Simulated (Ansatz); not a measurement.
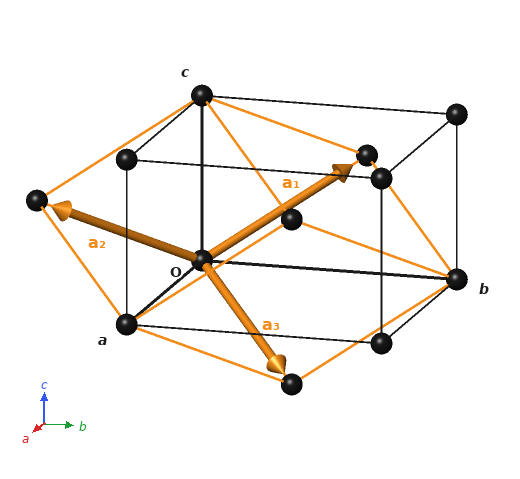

The conventional cell (thin) and a primitive cell (coloured, vectors a₁, a₂, a₃), with the lattice points alone. Crystal: HfB₂, coordinates from a relaxation with DFT PBE, scalar-relativistic, plane waves, PAW (Ansatz 0.2.0); the starting structure was generated, so it need not be a known form of this composition. The drawing is computed from the coordinates (standard cell, symmetry found to 0.002 Å).

a = 4.858 Å, b = 4.858 Å, c = 3.115 Å, α = 90.00°, β = 90.00°, γ = 90.00°.

What is the centring, and how are the primitive vectors built?

I, body-centred tetragonal, with lattice points at (0, 0, 0), (1/2, 1/2, 1/2). a₁ = −1/2 a + 1/2 b + 1/2 c; a₂ = 1/2 a − 1/2 b + 1/2 c; a₃ = 1/2 a + 1/2 b − 1/2 c.

Give the primitive cell's size and content.

Edges 3.772, 3.772, 3.772 Å; angles 99.82°, 99.82°, 131.23°; volume 36.76 Å³, 1/2 of the conventional cell; 3 of its 6 atoms.
